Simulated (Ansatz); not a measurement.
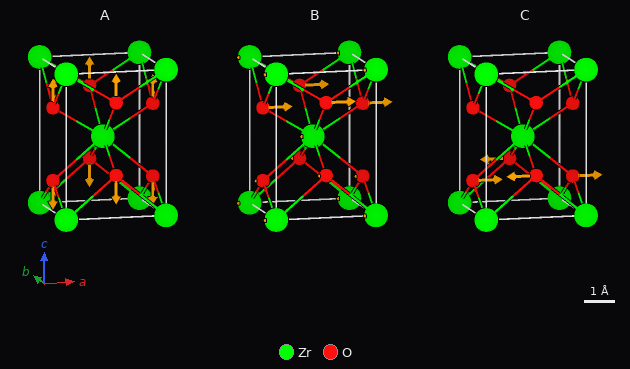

Modes of solid ZrO2 relaxed at 8 GPa, space group P4₂/nmc (No. 137), at the zone centre (one member of each degenerate set). Displacements are drawn as orange arrows; their common scale and sign are arbitrary. Style: ball-and-stick. Shown: the cell of the calculation, slightly off an axis.

Method: DFT PBEsol, scalar-relativistic, plane waves, PAW in Ansatz.

Frequencies are those without the non-analytic (LO–TO) term.

Which are infrared-active and which Raman-active?

Answer. A is B₂u, silent by symmetry (neither infrared- nor Raman-active) (676 cm⁻¹). B is E_u, infrared-active by symmetry (443 cm⁻¹). C is E_g, Raman-active by symmetry (480 cm⁻¹). The crystal has a centre of inversion, so no mode is both.
